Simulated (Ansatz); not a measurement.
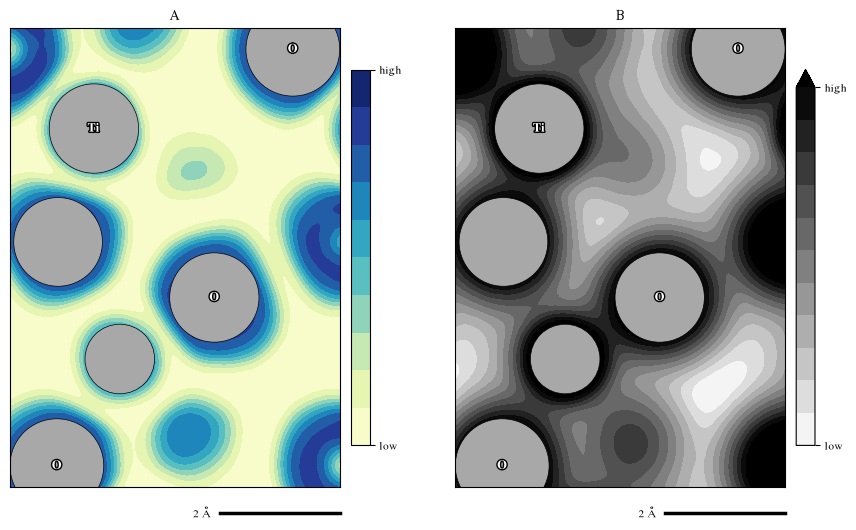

TiO2: 2 fields on the (011̄) plane of the conventional cell, with unlabelled colour scales. Grey discs cover the atomic cores.

Space group P2₁/c; a structure from a database of computed crystals, not necessarily the ambient phase; started from the database structure prototype, which need not be the ambient phase; computed pressure about −3 GPa in this cell; computed without spin polarisation.

All numbers below come from Ansatz 0.2.0, DFT, PBE0, plane waves, PAW.

```
Ti O
1.0
     4.80353    0.00000   -0.00134
     0.00000    4.86654    0.00000
    -0.86260    0.00000    4.96601
Ti O
4 8
Cartesian
  0.7143 2.1679 3.5480
  2.7954 4.6012 3.8997
  3.2267 2.6986 1.4167
  1.1456 0.2653 1.0650
  1.3128 3.6110 4.7838
  2.1969 1.1777 2.6639
  2.6282 1.2556 0.1809
  1.7441 3.6888 2.3008
  0.0017 1.5692 1.7486
  4.3706 4.0025 0.7330
  3.9393 3.2973 3.2160
  -0.4296 0.8641 4.2316
```

The panels show electron localisation function and valence pseudo-density in some order. Assign them.

Panel A: electron localisation function. Panel B: valence pseudo-density.
